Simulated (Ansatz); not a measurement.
```xyz
8
Lattice="3.4287 0.0000 0.0000 0.0000 3.4287 0.0000 0.0000 0.0000 25.6328" Properties=species:S:1:pos:R:3 pbc="T T T"
As    0.0000    0.0000    7.5140
Ta    0.0000    1.7144    9.4254
As    1.7144    0.0000   10.4169
Ta    0.0000    0.0000   12.3589
As    1.7144    1.7144   13.3055
Ta    1.7144    0.0000   15.2356
As    0.0000    1.7144   16.2289
Ta    1.7144    1.7144   18.0460
```

Theory: Ansatz 0.2.0, DFT PBEsol, scalar-relativistic, plane waves, PAW.

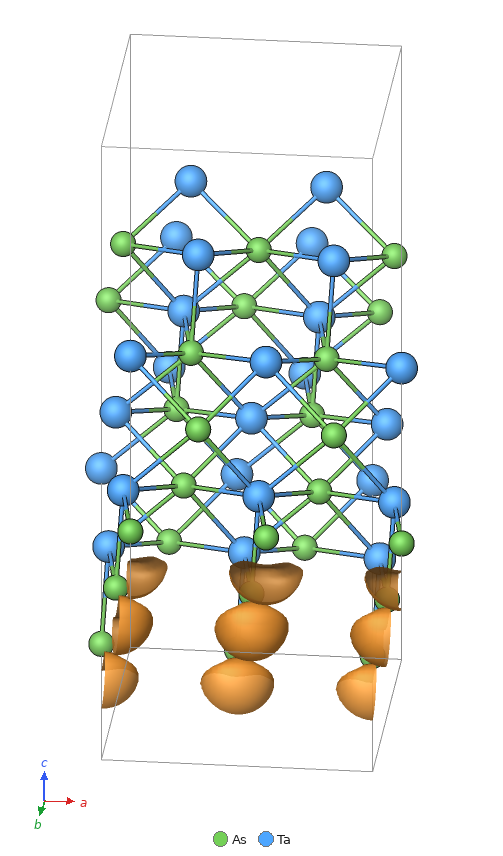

TaAs (slab). Isosurface of the ELF at 0.75 (orange), seen at an oblique angle. Core shells and regions of very low density are left out. Sticks mark near contacts.

**What do the ELF domains correspond to?**

The ELF exceeds this value in one lobe on As, pointing away from the bonds (lone pairs), counted in one cell of 8 atoms. Counts are for one cell; the picture repeats the cell along the surface.

Values along the shortest contacts:
Ta–As (2.50 Å): the ELF is about 0.45 at the midpoint. Ta–As (2.57 Å): the ELF is about 0.55 at the midpoint.
